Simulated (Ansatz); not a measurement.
# Re in Mo(100), 2x2: scattering by a point defect

Wanted: the reflection from a plane of defects, Re in Mo(100), 2x2, and the resistivity it implies.

Program: Ansatz 0.2.0. Level of theory: Ansatz plane-wave DFT, PBE, PAW files; ballistic transport by layer matching (Landauer), zero bias; PAW set soft_1, in the first sound run; inputs show where later runs differ. Results are calculated unless marked as measured.

### 1. The starting structure

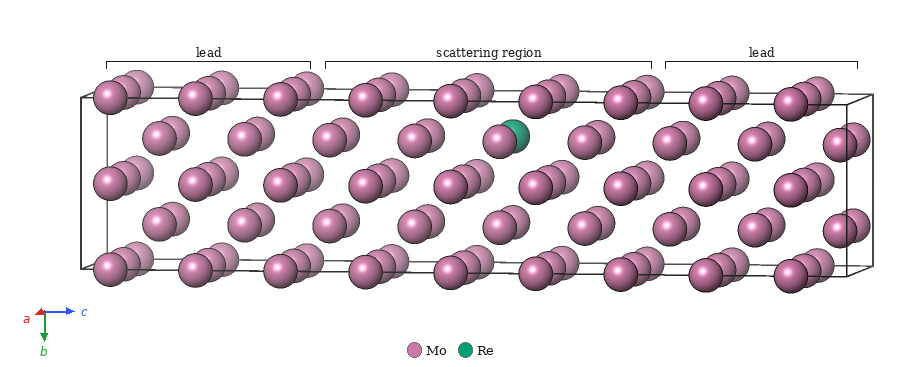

The cell as given, from the side, with the c axis across the page (molybdenum pink, rhenium teal). Some periodic images of atoms are drawn too.

The cell holds 72 atoms: 71 Mo and 1 Re. Its edges and angles: a = 6.294 Å, b = 6.294 Å, c = 28.323 Å, α = 90.0°, β = 90.0°, γ = 90.0°. It derives from Mo. Regions: lead, 40 atoms (40 Mo); scattering region, 32 atoms (31 Mo and 1 Re). The structure is stacked along c, and the current runs across the ab planes.

### 2. Transmission at ideal sites

The defect sits in one plane of the supercell, all atoms on ideal sites; the layers about the cell's end are the lead. The mesh across the current, 8×8, is finer than the density's, because channels open and close sharply across the zone. Energies from -0.1 to 0.1 eV in steps of 0.05 eV are too few for the program's thermal sum, so it prints no conductance; for a metal the transmission near the Fermi level serves, at a fraction of the cost.

input.yaml

```yaml
crystal:
  lattice:
    - [6.294, 0.0, 0.0]
    - [0.0, 6.294, 0.0]
    - [0.0, 0.0, 28.323]
  atoms:
    - { symbol: Mo, position: [0.0, 0.0, 0.0277777778] }
    - { symbol: Mo, position: [0.0, 0.5, 0.0277777778] }
    - { symbol: Mo, position: [0.5, 0.0, 0.0277777778] }
    - { symbol: Mo, position: [0.5, 0.5, 0.0277777778] }
    - { symbol: Mo, position: [0.25, 0.25, 0.0833333333] }
    - { symbol: Mo, position: [0.25, 0.75, 0.0833333333] }
    - { symbol: Mo, position: [0.75, 0.25, 0.0833333333] }
    - { symbol: Mo, position: [0.75, 0.75, 0.0833333333] }
    - { symbol: Mo, position: [0.0, 0.0, 0.1388888889] }
    - { symbol: Mo, position: [0.0, 0.5, 0.1388888889] }
    - { symbol: Mo, position: [0.5, 0.0, 0.1388888889] }
    - { symbol: Mo, position: [0.5, 0.5, 0.1388888889] }
    - { symbol: Mo, position: [0.25, 0.25, 0.1944444444] }
    - { symbol: Mo, position: [0.25, 0.75, 0.1944444444] }
    - { symbol: Mo, position: [0.75, 0.25, 0.1944444444] }
    - { symbol: Mo, position: [0.75, 0.75, 0.1944444444] }
    - { symbol: Mo, position: [0.0, 0.0, 0.25] }
    - { symbol: Mo, position: [0.0, 0.5, 0.25] }
    - { symbol: Mo, position: [0.5, 0.0, 0.25] }
    - { symbol: Mo, position: [0.5, 0.5, 0.25] }
    - { symbol: Mo, position: [0.25, 0.25, 0.3055555556] }
    - { symbol: Mo, position: [0.25, 0.75, 0.3055555556] }
    - { symbol: Mo, position: [0.75, 0.25, 0.3055555556] }
    - { symbol: Mo, position: [0.75, 0.75, 0.3055555556] }
    - { symbol: Mo, position: [0.0, 0.0, 0.3611111111] }
    - { symbol: Mo, position: [0.0, 0.5, 0.3611111111] }
    - { symbol: Mo, position: [0.5, 0.0, 0.3611111111] }
    - { symbol: Mo, position: [0.5, 0.5, 0.3611111111] }
    - { symbol: Mo, position: [0.25, 0.25, 0.4166666667] }
    - { symbol: Mo, position: [0.25, 0.75, 0.4166666667] }
    - { symbol: Mo, position: [0.75, 0.25, 0.4166666667] }
    - { symbol: Mo, position: [0.75, 0.75, 0.4166666667] }
    - { symbol: Mo, position: [0.0, 0.0, 0.4722222222] }
    - { symbol: Mo, position: [0.0, 0.5, 0.4722222222] }
    - { symbol: Mo, position: [0.5, 0.0, 0.4722222222] }
    - { symbol: Mo, position: [0.5, 0.5, 0.4722222222] }
    - { symbol: Re, position: [0.25, 0.25, 0.5277777778] }
    - { symbol: Mo, position: [0.25, 0.75, 0.5277777778] }
    - { symbol: Mo, position: [0.75, 0.25, 0.5277777778] }
    - { symbol: Mo, position: [0.75, 0.75, 0.5277777778] }
    - { symbol: Mo, position: [0.0, 0.0, 0.5833333333] }
    - { symbol: Mo, position: [0.0, 0.5, 0.5833333333] }
    - { symbol: Mo, position: [0.5, 0.0, 0.5833333333] }
    - { symbol: Mo, position: [0.5, 0.5, 0.5833333333] }
    - { symbol: Mo, position: [0.25, 0.25, 0.6388888889] }
    - { symbol: Mo, position: [0.25, 0.75, 0.6388888889] }
    - { symbol: Mo, position: [0.75, 0.25, 0.6388888889] }
    - { symbol: Mo, position: [0.75, 0.75, 0.6388888889] }
    - { symbol: Mo, position: [0.0, 0.0, 0.6944444444] }
    - { symbol: Mo, position: [0.0, 0.5, 0.6944444444] }
    - { symbol: Mo, position: [0.5, 0.0, 0.6944444444] }
    - { symbol: Mo, position: [0.5, 0.5, 0.6944444444] }
    - { symbol: Mo, position: [0.25, 0.25, 0.75] }
    - { symbol: Mo, position: [0.25, 0.75, 0.75] }
    - { symbol: Mo, position: [0.75, 0.25, 0.75] }
    - { symbol: Mo, position: [0.75, 0.75, 0.75] }
    - { symbol: Mo, position: [0.0, 0.0, 0.8055555556] }
    - { symbol: Mo, position: [0.0, 0.5, 0.8055555556] }
    - { symbol: Mo, position: [0.5, 0.0, 0.8055555556] }
    - { symbol: Mo, position: [0.5, 0.5, 0.8055555556] }
    - { symbol: Mo, position: [0.25, 0.25, 0.8611111111] }
    - { symbol: Mo, position: [0.25, 0.75, 0.8611111111] }
    - { symbol: Mo, position: [0.75, 0.25, 0.8611111111] }
    - { symbol: Mo, position: [0.75, 0.75, 0.8611111111] }
    - { symbol: Mo, position: [0.0, 0.0, 0.9166666667] }
    - { symbol: Mo, position: [0.0, 0.5, 0.9166666667] }
    - { symbol: Mo, position: [0.5, 0.0, 0.9166666667] }
    - { symbol: Mo, position: [0.5, 0.5, 0.9166666667] }
    - { symbol: Mo, position: [0.25, 0.25, 0.9722222222] }
    - { symbol: Mo, position: [0.25, 0.75, 0.9722222222] }
    - { symbol: Mo, position: [0.75, 0.25, 0.9722222222] }
    - { symbol: Mo, position: [0.75, 0.75, 0.9722222222] }
kpoints:
  mp_grid: { grid: [4, 4, 1] }
hamiltonian:
  xc: pbe
  pseudopotentials: { kind: paw, azcp: { folder: soft_1 } }
scf:
  occupations: { method: fermi_dirac, width: 0.1 }
output:
  transmission: { leads: [[0, 4]], kmesh: [8, 8], e_range: [-0.1, 0.1], de: 0.05 }
  write_potential: true
  write_density: true
  volumetric_format: npy
  elf: true
```

Started as:

```bash
> ansatz run input.yaml --threads 4 --pin off --max-ram 15360MiB --backend cpu --events-out ev --progress --plain --runs-dir out
```

Numbers of over 12 decimals in the logs are rounded to 6 here.

What it wrote:

```text
Engine: ansatz 0.2.0, x86_64-unknown-linux-gnu
Pseudopotentials: kind: paw
Pseudopotential: Mo, paw, valence charge 14, recommended cutoff 420 eV (normal), soft_1/Mo.paw.azcp
Pseudopotential: Re, paw, valence charge 15, recommended cutoff 420 eV (normal), soft_1/Re.paw.azcp
Functional definition: PBE
  parameter kappa = 0.804
  parameter beta = 0.066725
  exchange = pbe_x(kappa = kappa, mu = beta*pi^2/3)
  correlation = pbe_c(beta = beta)
Crystal: 72 atoms, lattice volume = 1122.000 Å³
Basis set: ecut = 420 eV, 21955 PW (Γ)
Bands: 606, of which v1, the nominal top of the filled ones, is band 505 counted from 1 (504 counted from 0)
Symmetry: 16 space group operations
Space group: P4/mmm (ITA 123), of the structure as read, at distance tolerance 1.0e-4 Å
k-points: 6 of 16
Non-local potential: Mo, projectors of the file, l = 0: 3, l = 1: 2, l = 2: 2, l = 3: 1
Non-local potential: Re, projectors of the file, l = 0: 3, l = 1: 2, l = 2: 2, l = 3: 1
PAW form: soft (Blöchl's): semilocal exchange-correlation on the pseudo side does not see the compensation charge
PAW one-centre angular grid: Mo, 590 points (default); XC on 64 Gauss nodes
PAW one-centre angular grid: Re, 590 points (default); XC on 64 Gauss nodes
Initial density: superposition of atomic densities (chi_scale 0.1, normalization cell, long waves kept (reshape's long-wave potential 0.85 eV rms))
Initial wavefunctions: pseudopotential atomic-orbital guess
Functional: x = pbe(κ = 0.804, μ = 0.219515), c = pbe(β = 0.066725)
SCF iter   1: F=—  HF=-362815.235363 eV  |F-HF|=—  |Δ(HF+E_count)|=         —  Δρ=1.18e-1  dr2=3.08e3  ethr=3.10e-3  ⟨swp⟩=4.8  Hψ=11486  notcnv=0
preconditioner: auto → Kerker (q_TF=auto, 2.680 Å⁻¹)  [metal: Δε(μ)=0.024 eV  Ē_g=4.634 eV  σ=0.100 eV  W_gap=0.06  n_scr=372 (ndim 8)  ℏωp=23.1 eV  f_vac=0.000  D(μ)=54.28/eV (n_scr^D=458)]
SCF iter   2: F=—  HF=-362770.026327 eV  |F-HF|=—  |Δ(HF+E_count)|=    4.52e1  Δρ=6.63e-2  dr2=1.26e3  ethr=3.10e-3  ⟨swp⟩=2.5  Hψ=7253  notcnv=0
SCF iter   3: F=—  HF=-362750.203369 eV  |F-HF|=—  |Δ(HF+E_count)|=    1.98e1  Δρ=1.11e-2  dr2=4.18e1  ethr=3.10e-3  ⟨swp⟩=3.0  Hψ=7331  notcnv=0
SCF iter   4: F=—  HF=-362749.646853 eV  |F-HF|=—  |Δ(HF+E_count)|=   5.57e-1  Δρ=2.38e-3  dr2=8.15e-1  ethr=3.10e-3  ⟨swp⟩=2.0  Hψ=4264  notcnv=0
SCF iter   5: F=—  HF=-362749.644990 eV  |F-HF|=—  |Δ(HF+E_count)|=   1.86e-3  Δρ=7.41e-4  dr2=1.88e-1  ethr=8.07e-5  ⟨swp⟩=1.0  Hψ=3636  notcnv=0
SCF iter   6: F=—  HF=-362749.643378 eV  |F-HF|=—  |Δ(HF+E_count)|=   1.61e-3  Δρ=2.06e-4  dr2=3.75e-3  ethr=1.87e-5  ⟨swp⟩=1.0  Hψ=3636  notcnv=0
SCF iter   7: F=—  HF=-362749.643320 eV  |F-HF|=—  |Δ(HF+E_count)|=   5.78e-5  Δρ=3.17e-5  dr2=1.61e-5  ethr=3.72e-7  ⟨swp⟩=1.0  Hψ=3636  notcnv=0
SCF iter   8: F=—  HF=-362749.643865 eV  |F-HF|=—  |Δ(HF+E_count)|=   5.44e-4  Δρ=6.94e-6  dr2=2.87e-6  ethr=1.60e-9  ⟨swp⟩=2.0  Hψ=5081  notcnv=0
SCF iter   9: F=—  HF=-362749.643864 eV  |F-HF|=—  |Δ(HF+E_count)|=   8.10e-8  Δρ=1.41e-6  dr2=1.29e-7  ethr=2.85e-10  ⟨swp⟩=1.0  Hψ=3636  notcnv=0
SCF iter  10: F=-362749.643864 eV  HF=-362749.643864 eV  |F-HF|=6.81e-9  |Δ(HF+E_count)|=   8.03e-9  Δρ=3.13e-7  dr2=7.32e-9  ethr=9.91e-12  ⟨swp⟩=5.7  Hψ=9109  notcnv=0
SCF 1 converged in 10 iterations: F = -362749.643864 eV  dr2 = 7.32e-9
  greatest PAW one-centre occupation: 1.000 electrons in one spin orbital (limit 2), on the Re atom at site 36 (counted from 0), in its partial waves of l = 0
transmission: 86 of 840 steps passed
transmission: 168 of 840 steps passed
[...]
transmission: 840 of 840 steps passed
SCF converged after 10 iterations
Free energy (F): -362749.643864 eV
Harris-Foulkes:  -362749.643864 eV  (|F-HF|=6.81e-9)
Internal energy: -362748.018093 eV  (E = F + TS)
E sigma→0 (E₀):  -362748.830979 eV
Entropy (-TS):   -1.625772 eV (-22.580 meV/atom)
Fermi energy:    21.144463 eV
--- Per-component energies (eV) ---
  E_band       = -3944.888294
  E_kinetic    = 30519.114813
  E_local      = -55354.684777  (includes V_loc(G=0)·N_el)
  E_nonlocal   = 10590.245328
  E_hartree    = 18851.867998
  E_xc         = -12884.062860
  E_vxc        = -15910.011489  (∫ρ·V_xc dr)
  E_paw        = -236742.178551  (= ΣΔE_a)
  E_vpaw       = -11493.291056  (= ΣTr[D̂ρ^β])
  E_aug_tail   = 0.003387  (compensation charges beyond the density's cutoff)
  E_ewald      = -117728.323430
  E_smearing   = -1.625772  (= −TS)
  E_closure    = -0.000000  (closes the sum)
  Σ components = -362749.643864   (vs F -362749.643864, Δ=0.00e0)
--- Band table (eV; the first three rows and the last of 6) ---
  k-point 0: bands = [... 501 lower, 20.9674, 20.9684, 20.9809, 20.9817, 20.9893, 20.9908, 20.9908, 21.5243, ... 97 higher]
  k-point 1: bands = [... 501 lower, 21.0716, 21.1159, 21.1618, 21.1648, 21.1752, 21.1761, 21.1824, 21.1866, ... 97 higher]
  k-point 2: bands = [... 501 lower, 21.0400, 21.0501, 21.0510, 21.2317, 21.2633, 21.3291, 21.3342, 21.3546, ... 97 higher]
  k-point 5: bands = [... 501 lower, 20.3871, 20.3952, 20.4038, 21.4682, 21.4686, 21.4881, 21.4881, 22.2161, ... 97 higher]
--- Transmission ---
  basis      : 349 plane waves across, 56 finite elements along
  points     : 15, standing for a mesh of 8 x 8
  energies   : 5 from -0.100000 to 0.100000 eV about the Fermi level, 0.050000 eV apart; the leads are filled to 0.000000 eV, and channels, transmission and decay are at 0.000000 eV
  crystal 0  : Mo4, at the sites [0, 4], period 1.5735 Å, over 26.75 Å; its Hamiltonian steps by up to 0.5 meV
    offset         : up to 0.0000 Å between an atom of the period and one for which it stands
    channels       : 6.593750e0 a spin
    conductance    : none, the energies end too early or step too widely for 300 K: set another output.transmission.e_range or a lower de, or, where they end at an eighth of basis.ecutwfc, a higher one
    slowest decay  : 0.0395 /Å at (0.5000, 0.3750)
  junction   : crystal 0 to crystal 0, 0.88 to 27.63 Å
    transmission   : 6.420658e0 a spin
    conductance    : none, the energies end too early or step too widely for 300 K: set another output.transmission.e_range or a lower de, or, where they end at an eighth of basis.ecutwfc, a higher one
```

Run time: 4.9 min. Hardware: 4 threads of AMD EPYC 9R14 (Zen 4), shared host; peak memory 11 GiB; 17 min of CPU time.

Reading the cycles: dr2 is the Hartree energy of the density residual (eV), the measure of convergence; HF is the Harris–Foulkes estimate of the energy, which meets the free energy F at convergence.

This run has no spin polarisation although its electron count is odd.

Numbers from this step:

* free energy: -362749.6439 eV
* energy at zero smearing: -362748.8310 eV
* Fermi energy: 21.14 eV
* cell area: 39.61 Å²
* transmission per spin nearest the Fermi level: 6.421
* open channels per spin nearest the Fermi level: 6.594
* step of the lead's potential: 0.5 meV

Per spin. Transmission, zone mean against energy, zero at the Fermi level:

```tsv
energy (eV)	transmission, zone mean
-0.1000	6.41
-0.0500	6.48
0.0000	6.42
0.0500	6.36
0.1000	6.62
```

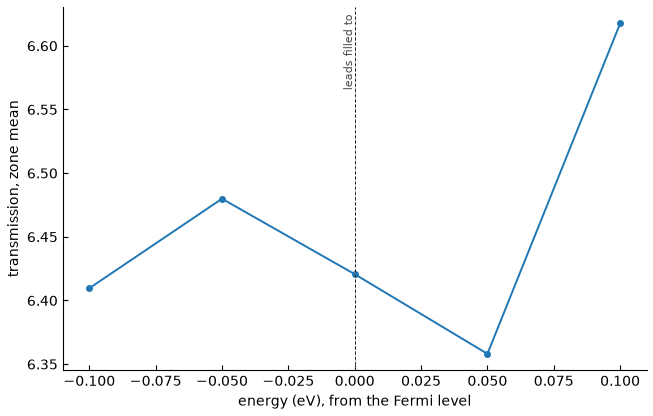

Transmission, zone mean against energy.

Per spin. Open channels, zone mean, lead against energy, zero at the Fermi level:

```tsv
energy (eV)	open channels, zone mean, lead
-0.1000	6.78
-0.0500	6.66
0.0000	6.59
0.0500	6.53
0.1000	6.84
```

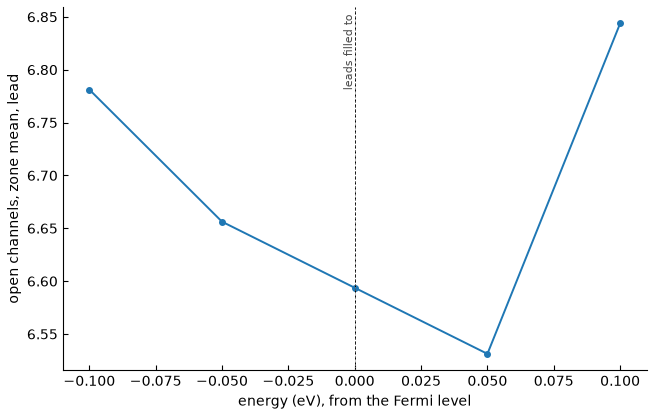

Open channels, zone mean, lead against energy.

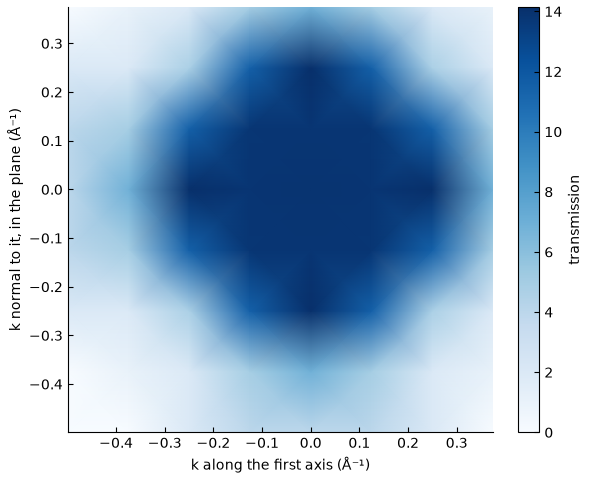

Transmission over k1 and k2. At 0.0000 eV from the Fermi level.

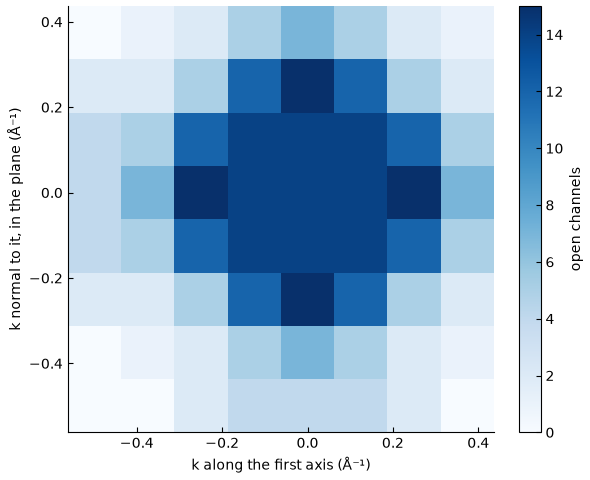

Open channels over k1 and k2. At 0.0000 eV from the Fermi level.

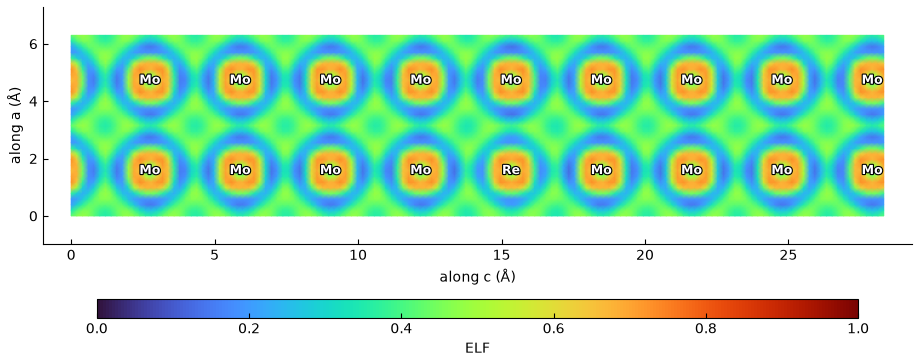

ELF in the ca plane at fractional y = 0.250, with atoms of Mo and Re within 0.2 Å of it. It is the smooth field of the valence electrons, not physical close to the nuclei.

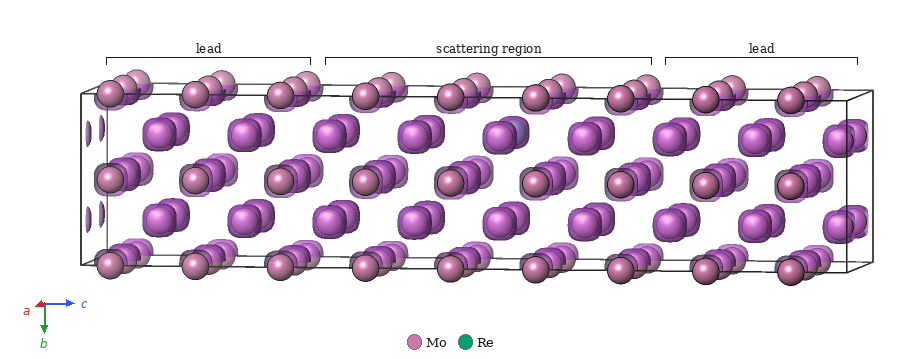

Surface of ELF = 0.66.

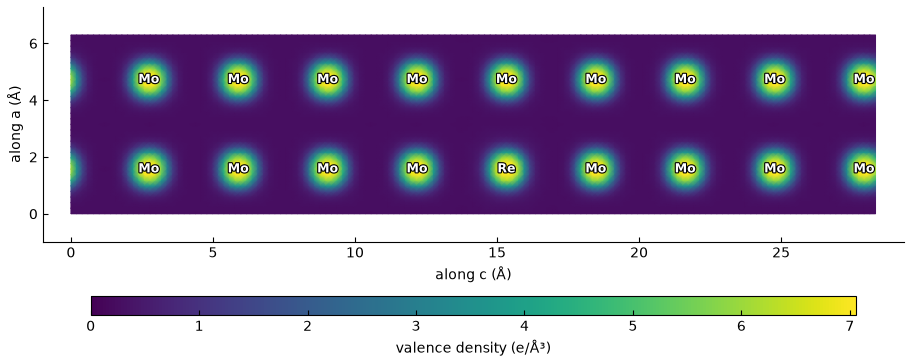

Valence density in the ca plane at fractional y = 0.250, with atoms of Mo and Re within 0.2 Å of it. It is the smooth field of the valence electrons, not physical close to the nuclei.

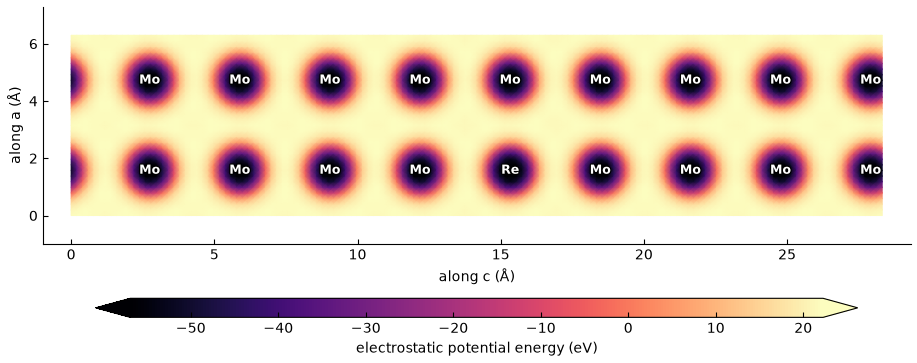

Electrostatic potential energy in the ca plane at fractional y = 0.250, with atoms of Mo and Re within 0.2 Å of it. With pseudopotentials it is smooth inside the atoms' cores, unlike the true potential.

Over the solved energies the transmission per spin lies between 6.36 and 6.62, out of 6.68 channels of the lead on average (up to 6.84).

### 3. Resistance at ideal sites

This step: Ansatz plane-wave DFT, PBE, PAW files; ballistic transport by layer matching (Landauer), zero bias; area resistance of the defect plane and resistivity an atomic per cent; PAW set soft_1 (Ansatz 0.2.0).

Numbers from this step:

| Item | Value |
| --- | --- |
| area resistance | 0.02104 fΩ m² |
| T over the leads' mean channel count | 0.9736 |
| resistivity per at.% scaled from this dense plane, with the factor 3/4 for isotropic scattering | 0.4012 µΩ cm |

Averaged over the energies near the Fermi level, 97.4 % of the channels pass, which makes 0.0210 fΩ m².

By hand, with T and the leads' channels N averaged over the energies near the Fermi level: RA = A (h/2e²)(1/T − 1/N) = 39.61×10⁻²⁰ m² × 12 906 Ω × (1/6.420 − 1/6.594) = 0.0210 fΩ m². Per atomic per cent: RA × A / V_atom × 0.01 × 3/4 = 0.401 µΩ cm, with the host's V_atom = 15.58 Å³.

(Continued in part 2 of 3.)

[Logs are printed without paths, hosts, clocks, repeated set-up lines and the standing remarks that a program may print on its own settings, such as how far it seeks lower states.]

[Hosts, paths, dates, database ids (printed as entryN), source tags and the programs' standing remarks are cut or masked in the printed files.]
